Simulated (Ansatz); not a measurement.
System: AlNi3.

Input file:

```
crystal:
  lattice:
    - [5.0091156652, 0.0, 0.0]
    - [-2.5045578326, 4.3380214166, 0.0]
    - [0.0, 0.0, 4.04025638]
  atoms:
    - { symbol: Al, position: [0.66666667, 0.33333333, 0.25] }
    - { symbol: Al, position: [0.33333333, 0.66666667, 0.75] }
    - { symbol: Ni, position: [0.32852, 0.16426, 0.75], spin: -0.2 }
    - { symbol: Ni, position: [0.83574, 0.16426, 0.75], spin: -0.2 }
    - { symbol: Ni, position: [0.83574, 0.67148, 0.75], spin: -0.2 }
    - { symbol: Ni, position: [0.67148, 0.83574, 0.25], spin: -0.2 }
    - { symbol: Ni, position: [0.16426, 0.83574, 0.25], spin: -0.2 }
    - { symbol: Ni, position: [0.16426, 0.32852, 0.25], spin: -0.2 }
basis:
  ecutwfc: 420
kpoints:
  mp_grid: { grid: [12, 12, 10] }
hamiltonian:
  xc: pbesol
scf:
  occupations: { method: gaussian, width: 0.1 }
output:
  forces: true
  stress: true
  eigenvalues: true
  populations: true
  write_density: true
  write_potential: true
  elf: true
  volumetric_format: npy
magnetization:
  spin_polarized: true
```

Command:

```sh
ansatz run input.yaml --threads 2 --pin off --max-ram 5120MiB --backend cpu --events-out ev --progress --plain --runs-dir out
```

Below, planes, directions and counts refer to the conventional cell (a = 5.01 Å, b = 5.01 Å, c = 4.04 Å, α = 90.00°, β = 90.00°, γ = 120.00°).

Space group P6₃/mmc; a structure from a database of computed crystals, not necessarily the ambient phase; spin-polarised.

Level of theory: DFT PBEsol, scalar-relativistic, plane waves, PAW (Ansatz).

> What will maps of the valence pseudo-density and electron localisation function show?

Ni–Ni (2.47 Å): ρ is about 0.34 e/Å³ halfway; the ELF is about 0.25 at the midpoint (no shared electron pair shows on this line).
Al–Ni (2.50 Å): ρ is about 0.3 e/Å³ halfway; the ELF is about 0.40 at the midpoint.
Ni–Ni (2.54 Å): ρ is about 0.34 e/Å³ halfway; the ELF is about 0.30 at the midpoint; no localised pair shows between them.

> Does the calculation give a band gap?

It is gapless in this calculation (a metal or semimetal).

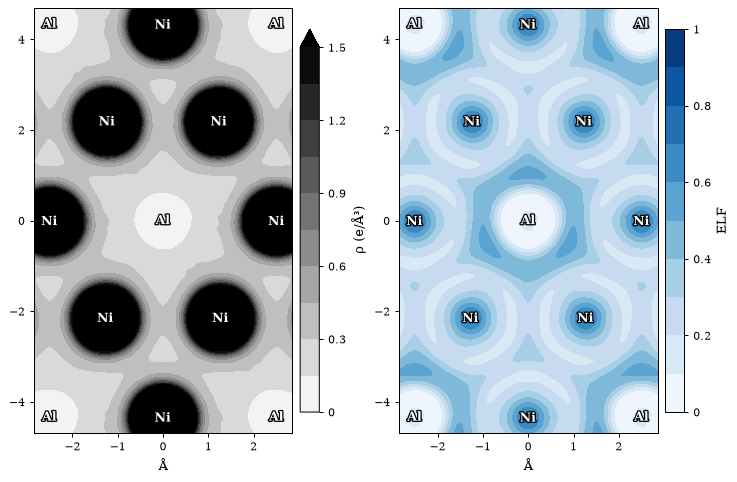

Computed valence pseudo-density and electron localisation function on the (001) plane of the conventional cell, in this order. 

In a PAW calculation such maps are meaningful between the atoms, not at the nuclei.
